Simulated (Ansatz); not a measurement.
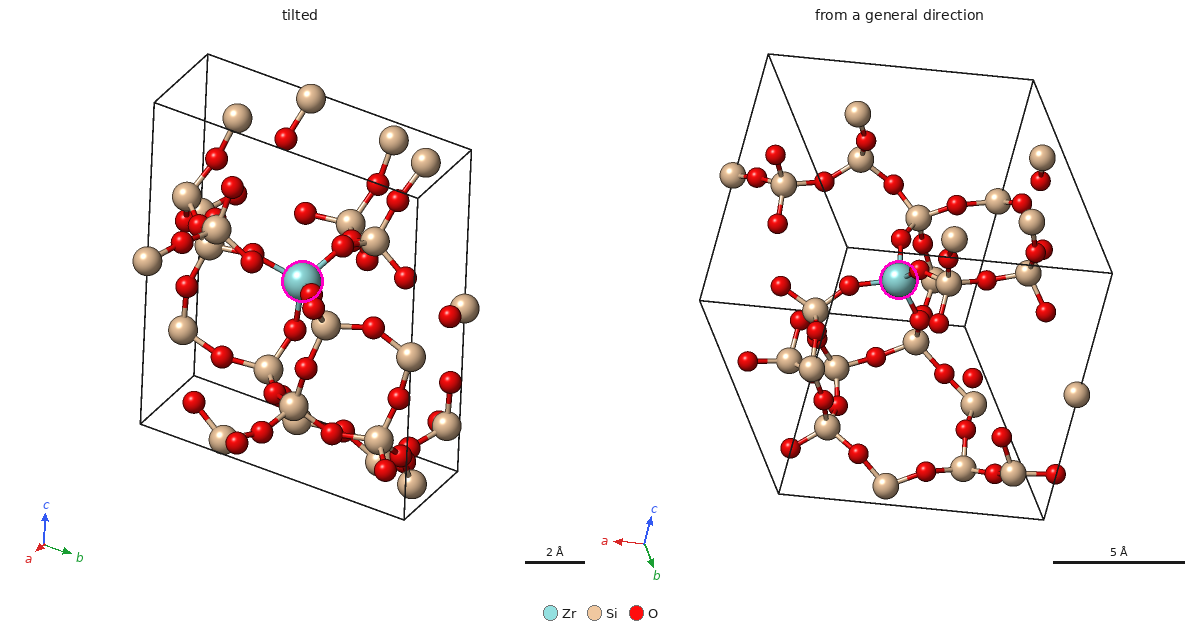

Ball-and-stick representation of a periodic structure, projected slightly off an axis and from a general direction. The supercell is drawn as a box. The host is SiO$_{2}$, in a cell of 48 sites, and the cell is neutral. A ring marks the defect's site.

> Identify the point defect.

Zirconium on a silicon site (a substitutional impurity). It is bonded to four O in a distorted tetrahedral arrangement at about 1.9 Å.

The atoms were relaxed in the host's cell with Ansatz 0.2.0, DFT PBE, scalar-relativistic, plane waves, PAW.
